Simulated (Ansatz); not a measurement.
## Run report: Ti, single-point calculation

- system: Ti (slab, 12 atoms in the cell)
- method: DFT PBE, scalar-relativistic, plane waves, PAW, PAW set soft_1, no spin polarisation (Ansatz 0.2.0)

The structure derives from an entry of the Crystallography Open Database. Figures and captions count atoms from 1; the log counts them from 0 in places.

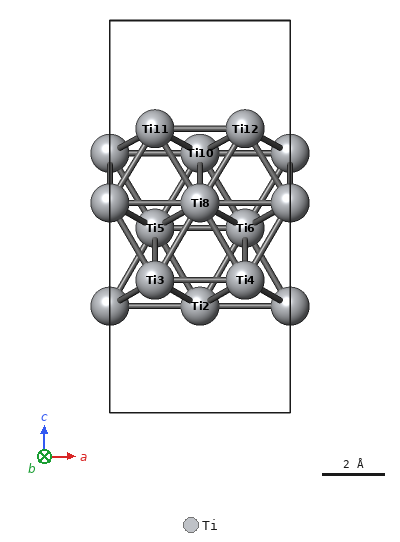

The structure as given in the input (ball-and-stick view of the cell of the calculation, with the vacuum cut short, along the b axis; atoms are numbered from 1 in the order of the input). An atom can appear more than once, as a periodic image.

Key numbers:

| quantity | value |
| --- | --- |
| outcome | converged |
| electrons treated | 144 |
| free energy | −29989.1596 eV |
| work function, top face | 3.88 eV |
| work function, bottom face | 3.75 eV |
| Fermi energy | 2.033 eV |
| gap on the k-point mesh | none (metallic) |
| work function (upper face) | 3.88 eV |
| largest force (length of the vector) | 0.396 eV/Å |
| hardware | 2 threads of Arm Neoverse N1, 98 GiB of memory available, shared host |
| wall time | 1.7 min (CPU time 3.3 min) |
| peak memory | 1.1 GiB |

The input:
```yaml
crystal:
  lattice:
    - [5.876326417, 0.0, 0.0]
    - [0.0, 4.6504654182, 0.0]
    - [0.0, 0.0, 22.7842242132]
  atoms:
    - { symbol: Ti, position: [0.0, 0.75, 0.1755600701] }
    - { symbol: Ti, position: [0.5, 0.75, 0.1755600701] }
    - { symbol: Ti, position: [0.25, 0.25, 0.2127864708] }
    - { symbol: Ti, position: [0.75, 0.25, 0.2127864708] }
    - { symbol: Ti, position: [0.25, 0.75, 0.2872392721] }
    - { symbol: Ti, position: [0.75, 0.75, 0.2872392721] }
    - { symbol: Ti, position: [0.0, 0.25, 0.3233417731] }
    - { symbol: Ti, position: [0.5, 0.25, 0.3233417731] }
    - { symbol: Ti, position: [0.0, 0.75, 0.3942811487] }
    - { symbol: Ti, position: [0.5, 0.75, 0.3942811487] }
    - { symbol: Ti, position: [0.25, 0.25, 0.4294297722] }
    - { symbol: Ti, position: [0.75, 0.25, 0.4294297722] }
basis:
  ecutwfc: 420
kpoints:
  mp_grid: { grid: [5, 6, 1] }
hamiltonian:
  xc: pbe
  pseudopotentials: { kind: paw, azcp: { folder: soft_1 } }
scf:
  occupations: { method: gaussian, width: 0.1 }
output:
  forces: true
  eigenvalues: true
efield:
  axis: 3
  dipole_correction: true
  ramp_width: 0.04
```

Run as:
```bash
ansatz run input.yaml --threads 2 --pin off --max-ram 6144MiB --backend cpu --events-out ev --progress --plain --runs-dir out
```

Log:
```
Engine: ansatz 0.2.0, aarch64-unknown-linux-gnu
Pseudopotentials: kind: paw
Pseudopotential: Ti, paw, valence charge 12, recommended cutoff 420 eV (normal), [file]
Functional definition: PBE
  parameter kappa = 0.804
  parameter beta = 0.06672455060314922
  exchange = pbe_x(kappa = kappa, mu = beta*pi^2/3)
  correlation = pbe_c(beta = beta)
Crystal: 12 atoms, lattice volume = 622.639 Å³
Basis set: ecut = 420 eV, 12181 PW (Γ), exchange–correlation on 80×64×320 points (8 copies of the dense FFT grid, shifted against one another)
Bands: 87, of which v1, the nominal top of the filled ones, is band 72 counted from 1 (71 counted from 0)
Symmetry: 8 space group operations
Space group: Pmm2 (ITA 25), of the structure as read, at distance tolerance 8.5e-5 Å
k-points: 12 of 30
Non-local potential: Ti, projectors of the file, l = 0: 3, l = 1: 2, l = 2: 3, l = 3: 1
PAW form: soft (Blöchl's): semilocal exchange-correlation on the pseudo side does not see the compensation charge
PAW one-centre angular grid: Ti, 590 points (default); XC on 64 Gauss nodes
Initial density: superposition of atomic densities (neutral atoms: chi_scale 0, normalization atom)
Initial wavefunctions: pseudopotential atomic-orbital guess
Functional: x = pbe(κ = 0.804, μ = 0.2195149727645171), c = pbe(β = 0.06672455060314922)
SCF iter   1: F=—  HF=-30000.414856 eV  |F-HF|=—  |Δ(HF+E_count)|=         —  Δρ=5.03e-2  dr2=1.47e2  ethr=3.10e-3  p=0.000 e·Å  D=3.88e-7 V/Å  ΔV_dip=-0.00 eV  dr2_dipole=1.12e0  V_vac-E_F(+/−)=7.93/7.93 eV  ⟨swp⟩=10.0  Hψ=4918  notcnv=0
efield: sawtooth ramp at fractional position 0.7825 (placed from the atoms, in the widest stretch of the axis that holds none; the zero of the levels goes with the place), width 0.0400; the density the first Hamiltonian is built on has a dipole p = 0.000 e·Å; the dipole correction subtracts the counter field D = 3.88e-7 V/Å, which shifts the + side's vacuum level by -0.00 eV against the − side's; the planar-averaged density in the ramp window peaks in size at 6.6e-7 e/Å³
preconditioner: auto → LDOS  [metal: Δε(μ)=0.032 eV  Ē_g=2.572 eV  σ=0.100 eV  W_gap=0.17  n_scr=102 (ndim 8)  ℏωp=10.3 eV  f_vac=0.565  D(μ)=13.90/eV (n_scr^D=90)  β→1.0]
SCF iter   2: F=—  HF=-30003.822612 eV  |F-HF|=—  |Δ(HF+E_count)|=    3.41e0  Δρ=7.40e-2  dr2=3.76e2  ethr=3.10e-3  p=0.017 e·Å  D=4.97e-3 V/Å  ΔV_dip=-0.11 eV  dr2_dipole=9.07e-1  V_vac-E_F(+/−)=0.33/0.45 eV  ⟨swp⟩=14.0  Hψ=7402  notcnv=0  defer=26  recentre
SCF iter   3: F=—  HF=-29990.742127 eV  |F-HF|=—  |Δ(HF+E_count)|=    1.31e1  Δρ=2.28e-2  dr2=2.43e1  ethr=3.10e-3  p=0.006 e·Å  D=1.75e-3 V/Å  ΔV_dip=-0.04 eV  dr2_dipole=1.05e-1  V_vac-E_F(+/−)=5.41/5.45 eV  ⟨swp⟩=10.2  Hψ=4649  notcnv=0  defer=49
SCF iter   4: F=—  HF=-29989.278002 eV  |F-HF|=—  |Δ(HF+E_count)|=    1.46e0  Δρ=6.65e-3  dr2=1.56e0  ethr=3.10e-3  p=-0.023 e·Å  D=-6.56e-3 V/Å  ΔV_dip=0.15 eV  dr2_dipole=2.15e-2  V_vac-E_F(+/−)=5.39/5.24 eV  ⟨swp⟩=5.6  Hψ=2335  notcnv=0  defer=34
SCF iter   5: F=—  HF=-29989.154427 eV  |F-HF|=—  |Δ(HF+E_count)|=   1.24e-1  Δρ=2.55e-3  dr2=1.09e-1  ethr=1.09e-3  p=-0.032 e·Å  D=-9.30e-3 V/Å  ΔV_dip=0.21 eV  dr2_dipole=2.25e-2  V_vac-E_F(+/−)=4.56/4.35 eV  ⟨swp⟩=4.8  Hψ=1718  notcnv=0  defer=33
SCF iter   6: F=—  HF=-29989.159422 eV  |F-HF|=—  |Δ(HF+E_count)|=   4.99e-3  Δρ=1.16e-3  dr2=2.64e-2  ethr=7.55e-5  p=-0.024 e·Å  D=-6.87e-3 V/Å  ΔV_dip=0.16 eV  dr2_dipole=3.86e-5  V_vac-E_F(+/−)=4.23/4.08 eV  ⟨swp⟩=4.0  Hψ=1872  notcnv=0  defer=29
SCF iter   7: F=—  HF=-29989.158518 eV  |F-HF|=—  |Δ(HF+E_count)|=   9.04e-4  Δρ=5.62e-4  dr2=6.30e-3  ethr=1.84e-5  p=-0.022 e·Å  D=-6.26e-3 V/Å  ΔV_dip=0.14 eV  dr2_dipole=3.68e-4  V_vac-E_F(+/−)=3.98/3.84 eV  ⟨swp⟩=3.0  Hψ=1389  notcnv=0  defer=26
SCF iter   8: F=—  HF=-29989.158746 eV  |F-HF|=—  |Δ(HF+E_count)|=   2.27e-4  Δρ=2.66e-4  dr2=1.32e-3  ethr=4.38e-6  p=-0.021 e·Å  D=-6.14e-3 V/Å  ΔV_dip=0.14 eV  dr2_dipole=5.72e-5  V_vac-E_F(+/−)=3.94/3.80 eV  ⟨swp⟩=2.7  Hψ=1254  notcnv=0  defer=26
SCF iter   9: F=—  HF=-29989.158982 eV  |F-HF|=—  |Δ(HF+E_count)|=   2.37e-4  Δρ=1.13e-4  dr2=1.64e-4  ethr=9.15e-7  p=-0.020 e·Å  D=-5.87e-3 V/Å  ΔV_dip=0.13 eV  dr2_dipole=5.75e-6  V_vac-E_F(+/−)=3.90/3.77 eV  ⟨swp⟩=2.5  Hψ=1370  notcnv=0  defer=25
SCF iter  10: F=—  HF=-29989.159016 eV  |F-HF|=—  |Δ(HF+E_count)|=   3.35e-5  Δρ=3.46e-5  dr2=1.13e-5  ethr=1.14e-7  p=-0.020 e·Å  D=-5.82e-3 V/Å  ΔV_dip=0.13 eV  dr2_dipole=2.89e-7  V_vac-E_F(+/−)=3.88/3.75 eV  ⟨swp⟩=3.0  Hψ=1398  notcnv=0  defer=25
SCF iter  11: F=—  HF=-29989.159608 eV  |F-HF|=—  |Δ(HF+E_count)|=   5.92e-4  Δρ=1.47e-5  dr2=2.07e-6  ethr=7.82e-9  p=-0.020 e·Å  D=-5.77e-3 V/Å  ΔV_dip=0.13 eV  dr2_dipole=3.79e-7  V_vac-E_F(+/−)=3.88/3.75 eV  ⟨swp⟩=3.7  Hψ=1664  notcnv=0  defer=26
SCF iter  12: F=—  HF=-29989.159609 eV  |F-HF|=—  |Δ(HF+E_count)|=   1.32e-6  Δρ=4.85e-6  dr2=1.57e-7  ethr=1.44e-9  p=-0.020 e·Å  D=-5.75e-3 V/Å  ΔV_dip=0.13 eV  dr2_dipole=1.05e-8  V_vac-E_F(+/−)=3.88/3.75 eV  ⟨swp⟩=2.0  Hψ=1347  notcnv=0  defer=26
SCF iter  13: F=-29989.159610 eV  HF=-29989.159610 eV  |F-HF|=6.03e-8  |Δ(HF+E_count)|=   2.13e-7  Δρ=1.91e-6  dr2=2.63e-8  ethr=6.94e-11  p=-0.020 e·Å  D=-5.75e-3 V/Å  ΔV_dip=0.13 eV  dr2_dipole=1.67e-9  V_vac-E_F(+/−)=3.88/3.75 eV  ⟨swp⟩=21.7  Hψ=5604  notcnv=0
SCF 1 converged in 13 iterations: F = -29989.159610 eV  dr2 = 2.63e-8
  greatest PAW one-centre occupation: 0.999 electrons in one spin orbital (limit 2), on the Ti atom at site 5 (counted from 0), in its partial waves of l = 0
```

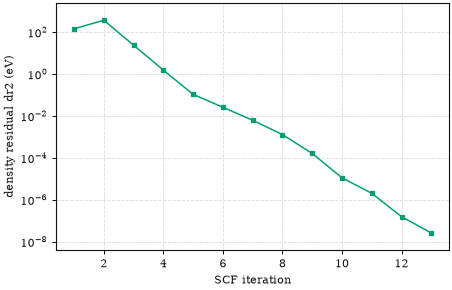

Convergence of the self-consistent field: density residual dr2 against the SCF iteration. The residual comes down, with one marked jump up, by a factor of about 2.5, at step 2.

```
SCF converged after 13 iterations
Free energy (F): -29989.159610 eV
Harris-Foulkes:  -29989.159610 eV  (|F-HF|=6.03e-8)
Internal energy: -29989.049604 eV  (E = F + TS)
E sigma→0 (E₀):  -29989.104607 eV
Entropy (-TS):   -0.110006 eV (-9.167 meV/atom)
Fermi energy:    2.033337 eV
Dipole field:    D = -0.005781 V/Å  (p = -0.019892 e·Å, saw-weighted, corrected)
Work function:   Φ+ = 3.8821 eV   Φ− = 3.7504 eV
Levels:          The Fermi level and band energies are counted from a zero that moves with the ramp; work functions are not
--- Per-component energies (eV) ---
  E_band       = -3525.111327
  E_kinetic    = 3368.766715
  E_local      = -131406.462347  (includes V_loc(G=0)·N_el)
  E_nonlocal   = 729.780165
  E_hartree    = 63803.807595
  E_xc         = -1385.835671
  E_vxc        = -1734.413902  (∫ρ·V_xc dr)
  E_paw        = -12508.066276  (= ΣΔE_a)
  E_vpaw       = -2090.450820  (= ΣTr[D̂ρ^β])
  E_aug_tail   = -0.000960  (compensation charges beyond the density's cutoff)
  E_efield     = 0.000057  (sawtooth field / dipole correction)
  E_vefield    = 0.024358  (∫n·V_field dr)
  E_ewald      = 47408.961117
  E_smearing   = -0.110006  (= −TS)
  E_closure    = 0.000000  (closes the sum)
  Σ components = -29989.159610   (vs F -29989.159610, Δ=0.00e0)
--- Forces (eV/Å), atoms counted from 1 ---
  atom   1  Ti    -0.00000000     0.00000000     0.32648605
  atom   2  Ti    -0.00000000     0.00000000     0.32648605
  atom   3  Ti    -0.00000000     0.00000000     0.07589577
  atom   4  Ti    -0.00000000     0.00000000     0.07589577
  atom   5  Ti     0.00000000    -0.00000000    -0.39612429
  atom   6  Ti     0.00000000    -0.00000000    -0.39612429
  atom   7  Ti     0.00000000    -0.00000000    -0.01562617
  atom   8  Ti     0.00000000    -0.00000000    -0.01562617
  atom   9  Ti    -0.00000000     0.00000000     0.00921694
  atom  10  Ti    -0.00000000     0.00000000     0.00921694
  atom  11  Ti    -0.00000000    -0.00000000     0.00021254
  atom  12  Ti    -0.00000000    -0.00000000     0.00021254
  max |Σ_I F_I| component: 1.22e-4 eV/Å
--- Band table (eV; the first three rows and the last of 12) ---
  k-point 0: bands = ["-54.9793", "-54.9347", "-54.9091", "-54.8594", "-54.7591", "-54.6971", "-54.6839", "-54.6483", "-54.6453", "-54.6377", "-54.6207", "-54.5901", "-31.4441", "-31.4186", "-31.4061", "-31.3916", "-31.3696", "-31.3372", "-31.2912", "-31.2547", "-31.2025", "-31.1653", "-31.1509", "-31.1387", "-31.1128", "-31.1053", "-31.0998", "-31.0966", "-31.0660", "-31.0400", "-30.9896", "-30.9884", "-30.9401", "-30.9362", "-30.9078", "-30.8657", "-30.8587", "-30.8275", "-30.8257", "-30.7958", "-30.7869", "-30.7825", "-30.7774", "-30.7433", "-30.7402", "-30.7293", "-30.6818", "-30.6614", "-3.6652", "-2.3366", "-0.9406", "-0.2910", "-0.2898", "-0.2797", "-0.0091", "0.1352", "0.1665", "0.1674", "0.2504", "0.3802", "0.4120", "0.8812", "0.9047", "1.0340", "1.0492", "1.2472", "1.2628", "1.3736", "1.4753", "1.6070", "2.0461", "2.2269", "2.3552", "2.3676", "2.3891", "2.5202", "2.5502", "2.5742", "2.5756", "2.6458", "2.7485", "2.8527", "2.9462", "2.9515", "2.9557", "3.0457", "3.0840"]
  k-point 1: bands = ["-54.9773", "-54.9347", "-54.9065", "-54.8594", "-54.7536", "-54.6944", "-54.6870", "-54.6510", "-54.6416", "-54.6399", "-54.6258", "-54.5937", "-31.4573", "-31.4180", "-31.4091", "-31.3732", "-31.3591", "-31.3147", "-31.3026", "-31.2892", "-31.2387", "-31.2188", "-31.2055", "-31.1611", "-31.1319", "-31.0797", "-31.0695", "-31.0496", "-31.0195", "-30.9928", "-30.9902", "-30.9810", "-30.9314", "-30.9254", "-30.9045", "-30.8491", "-30.8344", "-30.8244", "-30.8211", "-30.8166", "-30.8015", "-30.7940", "-30.7647", "-30.7507", "-30.7478", "-30.7253", "-30.7078", "-30.6692", "-3.4395", "-2.1465", "-0.8905", "-0.4000", "-0.3817", "-0.3794", "0.0294", "0.0297", "0.0801", "0.1934", "0.4009", "0.4472", "0.6795", "0.8618", "0.8645", "1.1756", "1.1947", "1.2151", "1.3460", "1.3489", "1.3495", "1.5755", "2.0762", "2.0941", "2.1824", "2.2632", "2.5005", "2.5609", "2.6174", "2.6252", "2.6846", "2.7887", "2.8120", "2.8376", "2.8583", "2.9283", "2.9675", "3.0313", "3.0389"]
  k-point 2: bands = ["-54.9734", "-54.9346", "-54.9011", "-54.8593", "-54.7389", "-54.6964", "-54.6874", "-54.6579", "-54.6443", "-54.6364", "-54.6318", "-54.6036", "-31.4711", "-31.4254", "-31.4140", "-31.3799", "-31.3458", "-31.3343", "-31.3012", "-31.2740", "-31.2659", "-31.2435", "-31.2209", "-31.2121", "-31.1814", "-31.1172", "-31.0236", "-31.0091", "-30.9817", "-30.9640", "-30.9239", "-30.9100", "-30.8945", "-30.8942", "-30.8798", "-30.8778", "-30.8555", "-30.8300", "-30.8296", "-30.8136", "-30.8099", "-30.7963", "-30.7755", "-30.7721", "-30.7504", "-30.7494", "-30.7138", "-30.6886", "-2.8002", "-1.6175", "-0.9356", "-0.7273", "-0.4343", "-0.4171", "-0.1505", "-0.0661", "-0.0367", "-0.0142", "0.4409", "0.4543", "0.9667", "1.0005", "1.0441", "1.0854", "1.2551", "1.2794", "1.2844", "1.6040", "1.6860", "1.7165", "2.0996", "2.1393", "2.1454", "2.2430", "2.3049", "2.4550", "2.5832", "2.5852", "2.6121", "2.6353", "2.7585", "2.7622", "2.8648", "2.9320", "2.9440", "3.0752", "3.1157"]
  k-point 11: bands = ["-54.9587", "-54.9474", "-54.8850", "-54.8729", "-54.7111", "-54.6976", "-54.6920", "-54.6786", "-54.6375", "-54.6322", "-54.6295", "-54.6237", "-31.4486", "-31.4267", "-31.3994", "-31.3763", "-31.2736", "-31.2704", "-31.2471", "-31.2459", "-31.2321", "-31.2122", "-31.1869", "-31.1857", "-31.1844", "-31.1588", "-31.1157", "-31.0839", "-31.0001", "-30.9853", "-30.9699", "-30.9433", "-30.8897", "-30.8882", "-30.8672", "-30.8622", "-30.8417", "-30.8285", "-30.8283", "-30.8123", "-30.8121", "-30.7934", "-30.7909", "-30.7792", "-30.7642", "-30.7542", "-30.7481", "-30.7419", "-1.2839", "-1.2796", "-0.7993", "-0.7884", "-0.4180", "-0.3974", "-0.1638", "-0.1544", "0.3734", "0.3996", "0.7721", "0.7729", "1.1999", "1.2041", "1.2176", "1.2771", "1.3634", "1.3642", "1.5845", "1.6454", "1.6772", "1.7196", "1.7745", "1.7919", "1.9252", "1.9524", "2.0870", "2.1044", "2.1172", "2.1267", "2.2561", "2.2853", "2.3379", "2.3456", "2.4868", "2.5133", "2.6763", "2.7273", "2.8277"]
```

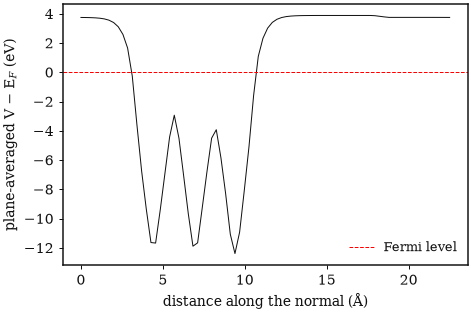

Plane average of the electrostatic potential energy of an electron across the cell, from the Fermi level. The vacuum level lies 3.88 eV above the Fermi level on the upper side and 3.75 eV on the lower.

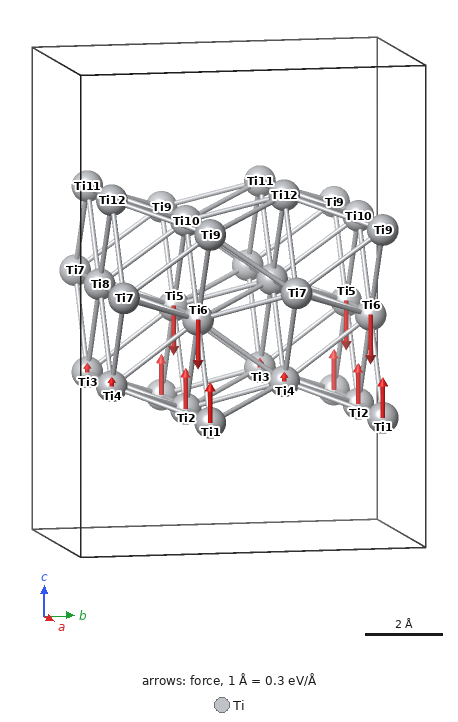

Forces on the atoms as red arrows (ball-and-stick view of the 1 × 2 repeat of the cell, with the vacuum cut short, seen slightly off an axis; atoms are numbered from 1 in the order of the input); the smallest are left out. The largest act on Ti5, Ti6 (0.40 eV/Å); Ti1, Ti2 (0.33 eV/Å). The geometry is not a stationary point of this energy.
